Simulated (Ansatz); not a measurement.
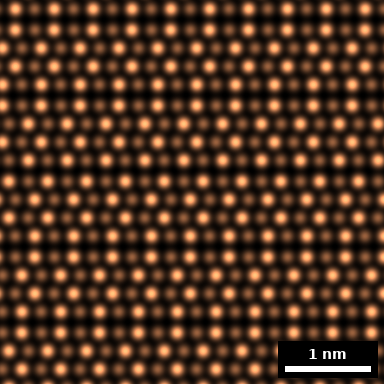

HAADF-like image of Mo (R-3m, No. 166) along [100]. Simulation: incoherent imaging, intensity Z^1.6 per atom, probe width 1.30 Å, thin sample.

One planar defect was built into the perfect crystal by geometry alone, without relaxation. Host structure: the end point of a relaxation with DFT PBEsol, scalar-relativistic, plane waves, PAW (Ansatz); the starting structure was generated, so it need not be a known form of this composition.

Find the planar defect and say what kind it is.

A planar fault (a stacking fault) runs horizontally about 20 Å below the top edge. The part above it is shifted along the boundary by 1/2 of the 4.60 Å repeat of the rows (2.3 Å to the right, the same as to the left); both parts keep the same orientation.
